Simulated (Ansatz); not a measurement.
WSe₂ (space group P4_2/mnm, No. 136): the geometry relaxed with DFT, r2SCAN, plane waves, PAW in Ansatz 0.2.0; the starting structure was generated, so it need not be a known form of this composition.

Space group P4_2/mnm (No. 136). a = 6.154 Å, b = 6.154 Å, c = 3.385 Å, α = 90.00°, β = 90.00°, γ = 90.00°
```
atom  site  symmetry       x       y       z
   W    2a      m.mm  0.0000  0.0000  0.0000
  Se    4f      m.2m  0.2865  0.2865  0.0000
```

Bonds are taken as Se–W below 2.8 Å; no other contact counts. The graph is simplified in the usual way: terminal and isolated atoms are pruned, two-connected atoms become edges.

Derive the underlying net.

The result is a binodal (3,6)-connected, three-periodic net: Se is a 3-connected node; W is a 6-connected node, in the ratio 2:1. It is the rtl net, known from rutile. It is a single net, without interpenetration.

```tsv
node	links	point symbol	coordination sequence
Se	3	4·6²	3 14 19 62 51 144
W	6	4²·6¹⁰·8³	6 10 38 34 102 74
```

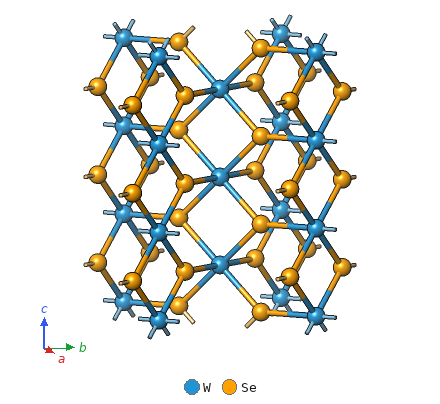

Nodes are coloured by element. Short stubs are edges that leave the cut-out.
